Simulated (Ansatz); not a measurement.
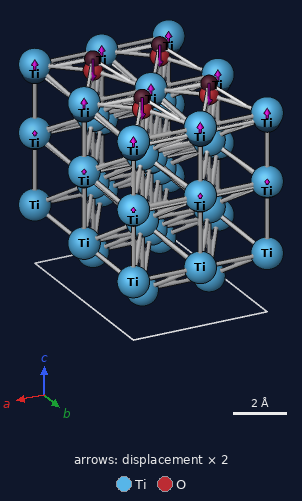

A constrained relaxation of a slab of composition Ti₆O (cut from the Fm-3m phase). The starting structure is drawn faded, the final one solid; purple arrows show the displacements, magnified 2 times.

The picture is a ball-and-stick view of the 2 × 2 repeat of the cell, outlined in the plane, without the vacuum, seen from a free direction.

Case: O put over a Ti atom of a lower plane. The slab is the (1 1 0) face of Ti with O on it. 3 atoms are held fixed.

These are results of Ansatz 0.2.0, DFT PBEsol, scalar-relativistic, plane waves, PAW, not measurements.

Input
```yaml
crystal:
  lattice:
    - [2.8679135959, 0.0, 0.0]
    - [0.0, 4.0558423031, 0.0]
    - [0.0, 0.0, 26.1697839898]
  atoms:
    - { symbol: Ti, position: [0.5, 0.5, 0.3248020695] }
    - { symbol: Ti, position: [0.0, 0.0, 0.3795964385] }
    - { symbol: Ti, position: [0.5, 0.5, 0.4343908074] }
    - { symbol: Ti, position: [0.0, 0.0, 0.4894145414] }
    - { symbol: Ti, position: [0.5, 0.5, 0.5435313401] }
    - { symbol: Ti, position: [0.0, 0.0, 0.5938857323] }
    - { symbol: O, position: [0.5, 0.5, 0.6305692602] }
basis:
  ecutwfc: 420
kpoints:
  mp_grid: { grid: [10, 7, 1] }
hamiltonian:
  xc: pbesol
scf:
  occupations: { method: gaussian, width: 0.1 }
output:
  forces: true
  eigenvalues: true
  write_density: true
  write_potential: true
  elf: true
  volumetric_format: npy
relax:
  adjacent_minimum: "off"
  f_tol: 0.03
  max_steps: 70
  constraints: [{ sites: [0, 1, 2] }]
efield:
  axis: 3
  dipole_correction: true
  ramp_width: 0.04
```

Run as
```bash
ansatz run input.yaml --threads 2 --pin off --max-ram 5120MiB --backend cpu --events-out ev --progress --plain --runs-dir out
```

> What happened in the run?

After 6 geometry steps the energy has fallen by 1.597 eV per cell of the calculation. The largest force component goes from 4.2 to 0.001 eV/Å. O7 moves most: 0.47 Å along the normal (−c). Largest moves by element: O 0.47 Å, Ti 0.23 Å. The lattice vectors keep their values. Among the contacts that change: Ti5–O7 2.278 → 1.874 Å, Ti6–O7 2.663 → 2.497 Å, Ti5–Ti6 2.812 → 2.964 Å, Ti2–Ti4 2.874 → 2.994 Å. Bond angles that change, for instance: Ti6–O7–Ti6 137.7° → 168.2°, Ti5–O7–Ti6 68.9° → 84.1°, Ti6–O7–Ti6 99.2° → 108.6°. Cost: 100 s on 2 threads of Intel(R) Xeon(R) Platinum 8488C (Sapphire Rapids), on a shared host, peak memory 0.72 GiB.

Limits of the set-up: the periodic images lie only 2.9 Å apart, so the values are limited by the cell's size.
